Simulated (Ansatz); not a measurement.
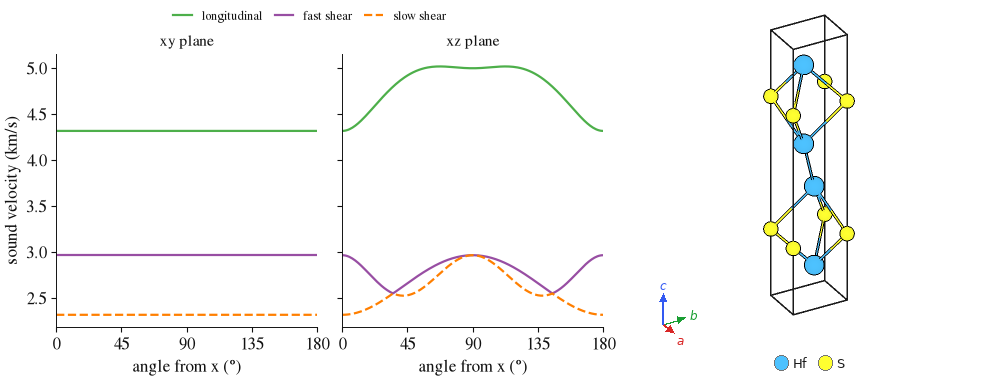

Plotted: sound velocities against the direction of travel in the xy and xz planes, from the elastic constants and the density for Hf₂S, space group P6_3/mmc (No. 194). The cell is drawn beside the plot.

Starting cell:
```
CELL_PARAMETERS angstrom
3.34017 0.00000 0.00000
-1.67008 2.89267 0.00000
0.00000 0.00000 11.70915
ATOMIC_POSITIONS crystal
Hf 0.66667 0.33333 0.89871
Hf 0.33333 0.66667 0.39871
Hf 0.66667 0.33333 0.60129
Hf 0.33333 0.66667 0.10129
S 0.00000 0.00000 0.75000
S 0.00000 0.00000 0.25000
```

How it was computed, with Ansatz 0.2.0: elastic stress-strain coefficients at zero temperature from small strains of the given cell, Voigt order xx yy zz yz xz xy, Cartesian axes of the cell vectors; plane waves with PAW datasets, Γ-centred k mesh. Level: PBEsol, no spin polarisation.

| setting | value |
| --- | --- |
| wave cutoff | 420 eV |
| k mesh | 12×12×4 |
| occupations | Fermi–Dirac |
| smearing width | 0.15 eV |
| ions | relaxed |
| strain amplitude | 0.005 |

**How fast does sound travel along the Cartesian axes?**

Along x the longitudinal wave runs at 4.32 km/s and the transverse ones at 2.97 and 2.32 km/s; along y the longitudinal wave runs at 4.32 km/s and the transverse ones at 2.97 and 2.32 km/s; along z the longitudinal wave runs at 5.00 km/s and the transverse ones at 2.97 and 2.97 km/s; along x + y they run at 4.32, 2.97 and 2.32 km/s (density 11.4 g/cm³).

Note: metal sensitive to the k mesh.
